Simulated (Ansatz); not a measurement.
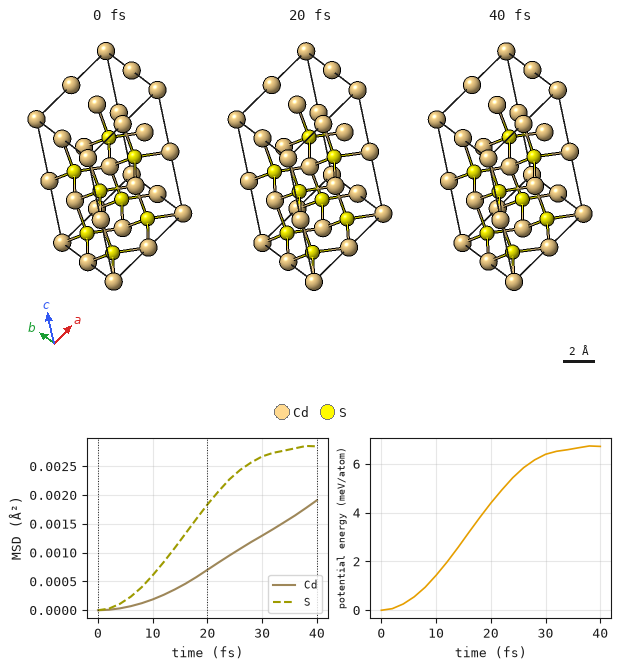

First-principles dynamics of a 16-atom cell of CdS (built on the measured structure type), 40 fs long. Frames and the history of the run. The picture is a ball-and-stick view of the reduced simulation cell, seen slightly off an axis. Bonds to atoms that aren't drawn are left out. Lengths and directions refer to the drawn axes.

Method: DFT, r2SCAN, plane waves, PAW (Ansatz 0.2.0). Settings: plane-wave cutoff 500 eV; k-point mesh 2 × 2 × 2; Fermi-Dirac smearing 0.02 eV; Langevin thermostat (NVT); set temperature 100 K; time step 2 fs.

The input:
```yaml
crystal:
  lattice:
    - [0.0, 5.8784277752, 5.8784277752]
    - [5.8784277752, 0.0, 5.8784277752]
    - [5.8784277752, 5.8784277752, 0.0]
  atoms:
    - { symbol: Cd, position: [0.0, 0.0, 0.0] }
    - { symbol: S, position: [0.125, 0.125, 0.125] }
    - { symbol: Cd, position: [0.0, 0.0, 0.5] }
    - { symbol: S, position: [0.125, 0.125, 0.625] }
    - { symbol: Cd, position: [0.0, 0.5, 0.0] }
    - { symbol: S, position: [0.125, 0.625, 0.125] }
    - { symbol: Cd, position: [0.0, 0.5, 0.5] }
    - { symbol: S, position: [0.125, 0.625, 0.625] }
    - { symbol: Cd, position: [0.5, 0.0, 0.0] }
    - { symbol: S, position: [0.625, 0.125, 0.125] }
    - { symbol: Cd, position: [0.5, 0.0, 0.5] }
    - { symbol: S, position: [0.625, 0.125, 0.625] }
    - { symbol: Cd, position: [0.5, 0.5, 0.0] }
    - { symbol: S, position: [0.625, 0.625, 0.125] }
    - { symbol: Cd, position: [0.5, 0.5, 0.5] }
    - { symbol: S, position: [0.625, 0.625, 0.625] }
kpoints:
  mp_grid: { grid: [2, 2, 2] }
hamiltonian:
  xc: r2scan
scf:
  occupations: { method: fermi_dirac, width: 0.02 }
md:
  ensemble: nvt_langevin
  temperature: 100
  timestep: 2.0
  n_steps: 20
  initial_velocities: maxwell_boltzmann
  seed: 1188
```

Run as
```bash
ansatz run input.yaml --threads 4 --pin off --max-ram 3686MiB --backend cpu --events-out ev --progress --plain --runs-dir out
```

### What happens in this trajectory?

Over the second half the temperature averages 46 K (spread ±8 K). That is still far from the set 100 K: the thermostat hasn't settled it within this run. The potential energy in the second half lies on average 6.0 meV per atom above the first frame. Root-mean-square distances from the starting positions over the second half, with the common drift of all atoms taken out: S 0.05 Å, Cd 0.04 Å. The run lasts only 40 fs, too short to tell vibration from diffusion.

Cost: 3.9 min on 4 threads of Arm Neoverse V2 (shared host), peak memory 2.6 GiB.
